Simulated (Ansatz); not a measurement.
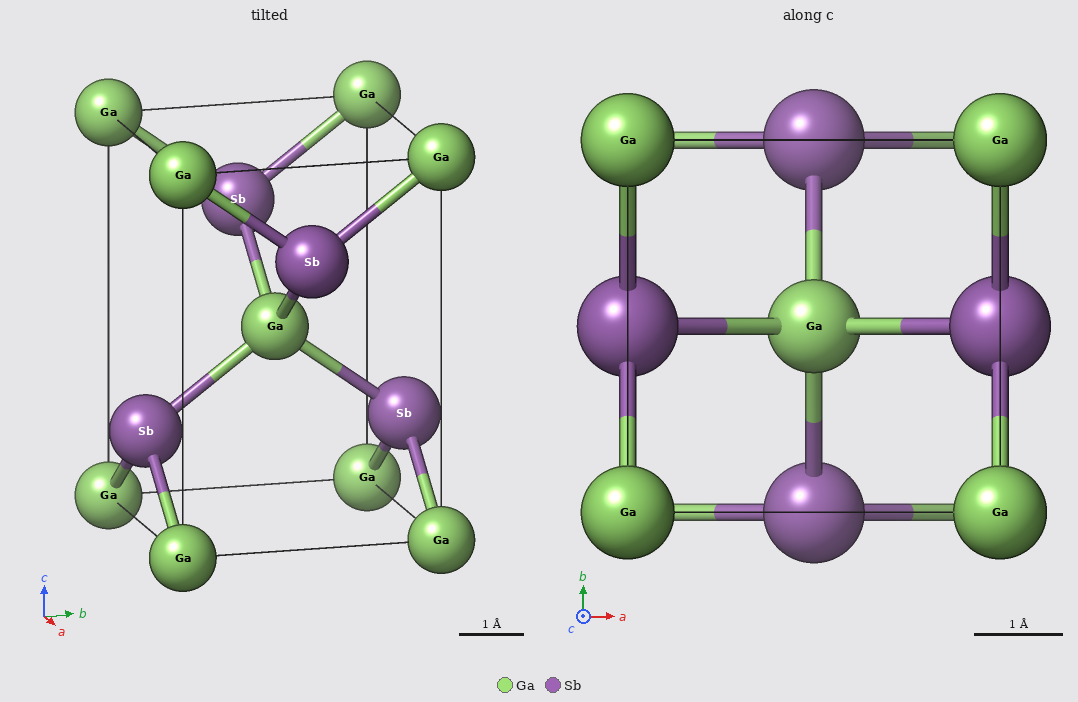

Structure drawing (ball-and-stick), viewed slightly off an axis and along the c axis. The parallelepiped is the conventional unit cell.

GaSb, space group I-4m2 (No. 119), a = 4.249 Å, b = 4.249 Å, c = 6.234 Å, α = 90.00°, β = 90.00°, γ = 90.00°. It derives from a structure type filled with these elements by a generator (whether the compound takes this form wasn't checked). The cell was then strained or its atoms displaced on purpose. A calculation with Ansatz used it as input.

This one geometry was computed with Ansatz (DFT, plane waves, PAW) at four levels of theory: PBE, HSE06, r2SCAN with spin-orbit coupling and r2SCAN. It was relaxed with r2SCAN and then strained.

Question: Which level gives the highest pressure at this volume, and what does that say about its equilibrium volume?

Answer: Highest: PBE (3.3 GPa), which points to the largest equilibrium volume. Lowest, with the smallest volume: HSE06 (1.6 GPa), r2SCAN with spin-orbit coupling (1.3 GPa) and r2SCAN (1.3 GPa). Levels within 0.5 GPa of each other can't be told apart.

Question: How does the band gap change with the level of theory?

Answer: PBE: a gap of 0.07 eV, direct; r2SCAN with spin-orbit coupling: a gap of 0.29 eV, direct; r2SCAN: a gap of 0.51 eV, direct; HSE06: a gap of 0.88 eV, direct.

Question: Collect the results in a table.

Answer:
| level | cutoff (eV) | k-mesh of the run's cell | gap (eV) | pressure (GPa) |
| --- | --- | --- | --- | --- |
| PBE | 420 | 8×8×8 | 0.07 | 3.3 |
| HSE06 | 420 | 6×6×6 | 0.88 | 1.6 |
| r2SCAN with spin-orbit coupling | 500 | 8×8×8 | 0.29 | 1.3 |
| r2SCAN | 500 | 8×8×8 | 0.51 | 1.3 |

Gaps are taken on the k-mesh or band path of each run.
